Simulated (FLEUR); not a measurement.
# A series of single points on Hf

System: Hf (Fm-3m, 1 atom in the cell).
Method: Kohn-Sham DFT of a periodic cell, PBEsol, all-electron, no spin polarisation (FLEUR MaX-R8.1 (later development tree)).

The 7 runs differ only in the geometry, by an even scaling of the cell at fixed fractional positions. The structure derives from an entry of the Crystallography Open Database.

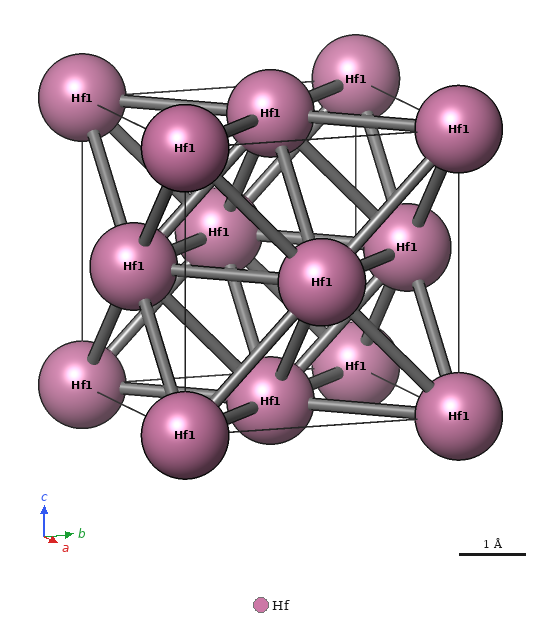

Figure 1. The structure of run 4 (ball-and-stick view of the cell 4 times as large as that of the calculation, set on its symmetry axes, seen slightly off an axis; atoms are numbered from 1 in the order of the input). An atom can appear more than once, as a periodic image.

### Input of run 4
```
<?xml version="1.0" encoding="UTF-8" standalone="no"?>
<fleurInput fleurInputVersion="0.39">
   <comment>
      Hf                                                                                                  
   </comment>
   <calculationSetup>
      <cutoffs Kmax="4.1" Gmax="12.7" GmaxXC="12.7" numbands="0"/>
      <scfLoop itmax="60" minDistance="0.00001" maxIterBroyd="15" imix="Anderson" alpha="0.05" precondParam="0.0" spinf="2.0" sdNocoIR="T"/>
      <coreElectrons ctail="T" frcor="F" kcrel="0" coretail_lmax="0"/>
      <xcFunctional name="PBEs" relativisticCorrections="F"/>
      <magnetism jspins="1"/>
      <soc l_soc="F" theta="0.0" phi="0.0" spav="F"/>
      <expertModes spex="0" secvar="F"/>
      <geometryOptimization l_f="T" forcealpha="1.0" forcemix="BFGS" epsdisp="0.0005" epsforce="0.0002"/>
      <ldaU l_linMix="F" mixParam="0.05" spinf="1.0"/>
   </calculationSetup>
   <cell>
      <bzIntegration valenceElectrons="26.0" mode="hist" fermiSmearingEnergy="0.00183747">
         <kPointListSelection listName="default-1"/>
         <!-- k-points included here -->
         <xi:include xmlns:xi="http://www.w3.org/2001/XInclude" href="kpts.xml"> </xi:include>
      </bzIntegration>
      <!-- symmetry operations included here -->
      <xi:include xmlns:xi="http://www.w3.org/2001/XInclude" href="sym.xml"> </xi:include>
      <bulkLattice scale="1.0">
         <bravaisMatrix>
            <row-1>    0.0000000000000000     4.1951919966120004     4.1951919966120004</row-1>
            <row-2>    4.1951919966120004     0.0000000000000000     4.1951919966120004</row-2>
            <row-3>    4.1951919966120004     4.1951919966120004     0.0000000000000000</row-3>
         </bravaisMatrix>
      </bulkLattice>
   </cell>
   <atomSpecies>
      <species name="Hafnium (Hf)" element="Hf" atomicNumber="72">
         <mtSphere radius="2.66" gridPoints="879" logIncrement="0.015"/>
         <atomicCutoffs lmax="10" lnonsphr="10"/>
         <electronConfig flipSpins="F">
            <coreConfig>(1s1/2) (2s1/2) (2p1/2) (2p3/2) (3s1/2) (3p1/2) (3p3/2) (4s1/2) (3d3/2) (3d5/2) (4p1/2) (4p3/2) (4d3/2) (4d5/2)</coreConfig>
            <valenceConfig>(5s1/2) (5p1/2) (5p3/2) (6s1/2) (4f5/2) (4f7/2) (5d3/2) (5d5/2)</valenceConfig>
            <stateOccupation state="(5d3/2)" spinUp="0.400000" spinDown="0.400000"/>
            <stateOccupation state="(5d5/2)" spinUp="0.600000" spinDown="0.600000"/>
         </electronConfig>
         <energyParameters s="6" p="6" d="5" f="4"/>
         <lo type="SCLO" l="0" n="5" eDeriv="0"/>
         <lo type="SCLO" l="1" n="5" eDeriv="0"/>
         <lo type="SCLO" l="2" n="5" eDeriv="2"/>
         <lo type="SCLO" l="3" n="4" eDeriv="2"/>
      </species>
   </atomSpecies>
   <atomGroups>
      <atomGroup species="Hafnium (Hf)">
         <relPos label="                   1">.0000000000 .0000000000 .0000000000</relPos>
         <force calculate="T" relaxXYZ="TTT"/>
      </atomGroup>
   </atomGroups>
   <output dos="F" band="F" slice="F">
      <checks vchk="F" cdinf="F"/>
      <bandDOS minEnergy="-.5*Htr" maxEnergy="0.5*Htr" sigma="0.015" storeEVData="T"/>
      <vacuumDOS vacdos="F" integ="F" star="F" nstars="0" locx1="0.0" locy1="0.0" locx2="0.0" locy2="0.0" nstm="0" tworkf="0.0"/>
      <unfoldingBand unfoldBand="F" supercellX="1" supercellY="1" supercellZ="1"/>
      <plotting iplot="0" polar="F">
         <plot TwoD="T" vec1="  1.0  0.0  0.0" vec2="  0.0  1.0  0.0" vec3="  0.0  0.0  1.0" zero="  0.0  0.0  0.0" file="plot"/>
      </plotting>
      <chargeDensitySlicing numkpt="0" minEigenval="0.0" maxEigenval="0.0" nnne="0" pallst="F"/>
      <specialOutput eonly="F"/>
      <moessbauerParams electricFieldGradient="T" isomerShift="T" coreHyperfine="T" valenceHyperfine="T"/>
      <magneticCircularDichroism mcd="F" energyLo="-10.0" energyUp="0.0"/>
   </output>
  <!-- We include the file relax.xml here to enable relaxations (see documentation) -->
  <xi:include xmlns:xi="http://www.w3.org/2001/XInclude" href="relax.xml"> <xi:fallback/> </xi:include>
</fleurInput>
```

Command:
```bash
inpgen -f crystal.txt -profile fastHighL; fleur_MPI
```

Run 6 has the same physical settings and fractional positions; its lattice vectors (Å) are:
```
   0.000000    2.249214    2.249214
   2.249214    0.000000    2.249214
   2.249214    2.249214    0.000000
```

### Results, with one run withheld

```csv
run,volume per atom (Å³),"free energy per atom, from the lowest run given (meV)"
1,20.569,16.59
2,21.007,4.79
3,21.444,0.00
4,21.882,1.56
5,22.320,8.88
6,22.757,?
7,23.195,38.49
```

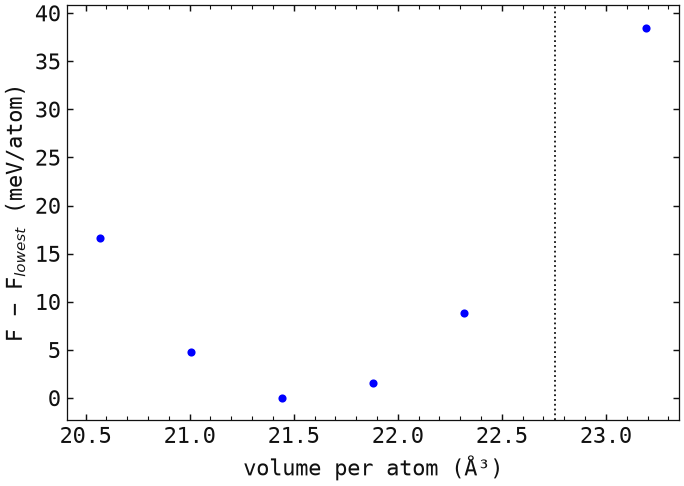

Figure 2. Free energy per atom of the runs given; the dotted line marks run 6.

Estimate the energy of run 6 from the others.

A cubic polynomial in V^(−2/3) (the Birch–Murnaghan form), fitted to the 6 runs given, misses them by at most 0.01 meV per atom. With x = V^(−2/3) − 0.12851 Å⁻², it reads F = 0.22147 − 1265.5 x + 1.0116e+06 x² + 48042 x³ (meV per atom). At run 6 it gives 21.33 meV per atom, and the run itself gives 21.36. The fit has its minimum at 21.549 Å³ per atom, where V d²F/dV² gives 111 GPa: the bulk modulus at this level, since symmetry fixes the shape and the positions.

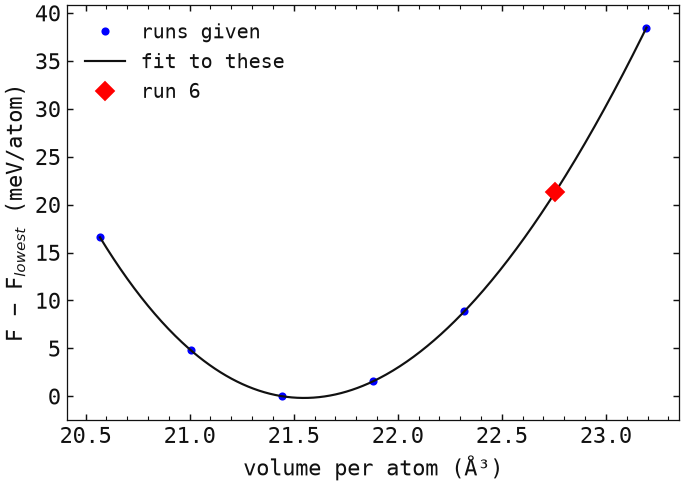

Figure 3. The fit and the withheld run.

### Output (run 6)
```
Welcome to FLEUR        (www.flapw.de)
      MaX-Release 8.1          (www.max-centre.eu)

 ========== k-point set info ==========
 Selected k-point list: default-1
 k-point list type: mesh
 10 x 10 x 10
 Number of k points: 47

 ------------Calculation Setup---------------------------
 Number of MPI-tasks      :            1
 Number of PE/node        :            1
 Number of OMP-threads    :            1
 Most efficient MPI parallelization for:
           1          47
 Additional eigenvalue parallelization possible
 Number of basis functions:          218
 Approximate size of matrices (H+S) per k-point:         0.001 GB
 --------------------------------------------------------

 Iteration:     1   Distance:       8.71553035 me/bohr^3

 Iteration:     2   Distance:       7.82245375 me/bohr^3

 Iteration:     3   Distance:       4.38171396 me/bohr^3

 Iteration:     4   Distance:       1.03511193 me/bohr^3

 Iteration:     5   Distance:       0.85574101 me/bohr^3

 Iteration:     6   Distance:       0.27514661 me/bohr^3

 Iteration:     7   Distance:       0.25114039 me/bohr^3

 Iteration:     8   Distance:       0.01830413 me/bohr^3

 Iteration:     9   Distance:       0.00554875 me/bohr^3

 Iteration:    10   Distance:       0.00409087 me/bohr^3

 Iteration:    11   Distance:       0.00011821 me/bohr^3

 Iteration:    12   Distance:       0.00013468 me/bohr^3

 Iteration:    13   Distance:       0.00000475 me/bohr^3

 ********************************************************************
 Run finished successfully
 Stop message:
   all done
 ********************************************************************
```

Notes: Spin–orbit coupling is left out, which matters for Hf.
